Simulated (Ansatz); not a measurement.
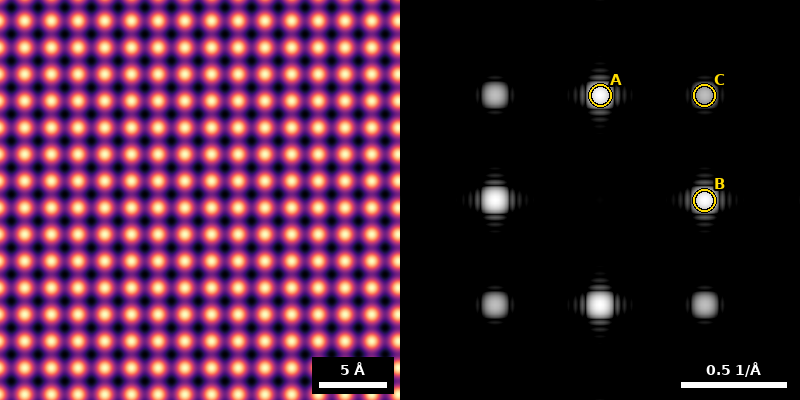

Z-contrast image of Cu (Im-3m, No. 229) along [001]. Simulation: incoherent imaging, intensity Z^1.8 per atom, probe width 1.26 Å, thin sample. The probe carries 25 % of its weight in a tail 2.5 times as wide. The display is stretched by a gamma of 0.8; percentages refer to the linear signal. Model: a calculation's starting geometry; the starting structure was generated, so it need not be a known form of this composition.

The right panel is the modulus of the image's Fourier transform on a logarithmic scale.

a = 2.832 Å, b = 2.832 Å, c = 2.832 Å, α = 90.00°, β = 90.00°, γ = 90.00°

**Index the marked spots and give their plane spacings (the zone axis points at the viewer; indices equivalent by symmetry, or all signs reversed, are as good).**

A: (1 -1 0), d = 2.00 Å; B: (-1 -1 0), d = 2.00 Å; C: (0 -2 0), d = 1.42 Å. A and B enclose 90°, and every spot obeys the zone law hu + kv + lw = 0 for [001].
